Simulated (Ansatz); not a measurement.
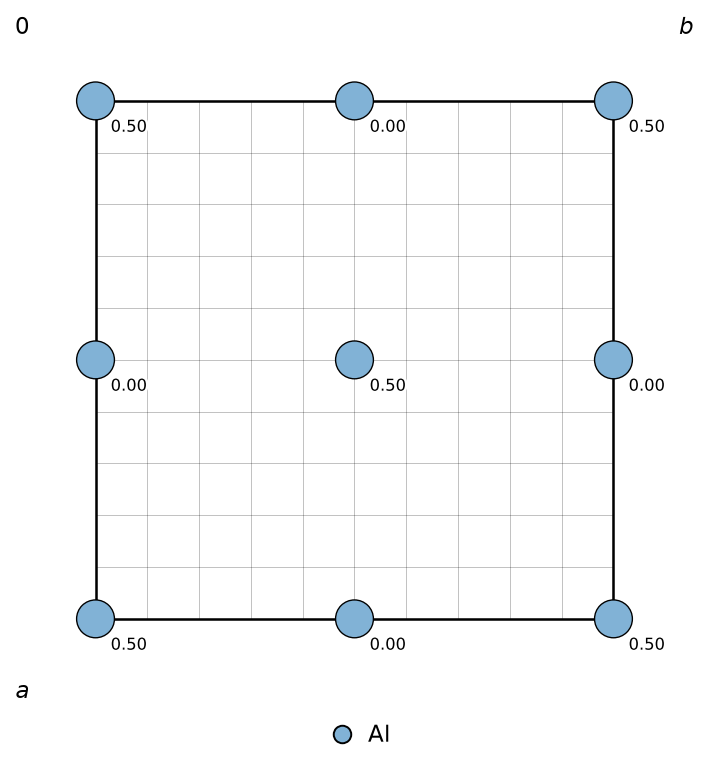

Plan of a unit cell projected along c (a down the page, b across); the numbers are heights as fractions of c, and atoms on the cell's edges are repeated. The grid marks tenths of a and b. Source: the end point of a relaxation with Ansatz, DFT r2SCAN, scalar-relativistic, plane waves, PAW; the starting structure was generated, so it need not be a known form of this composition. The drawing is computed from the coordinates (standard cell, symmetry found to 0.002 Å).

a = 3.991 Å, b = 3.991 Å, c = 3.991 Å, α = 90.00°, β = 90.00°, γ = 90.00°.

Q: What does the cell contain?

A: 4 Al: Al, Z = 4.

Q: Which space group?

A: Fm-3m (No. 225), face-centred cubic.

Q: Give the fractional coordinates of all atoms, to two places.

A:
```tsv
atom	x	y	z
Al	0.50	0.00	0.00
Al	0.50	0.50	0.50
Al	0.00	0.00	0.50
Al	0.00	0.50	0.00
```
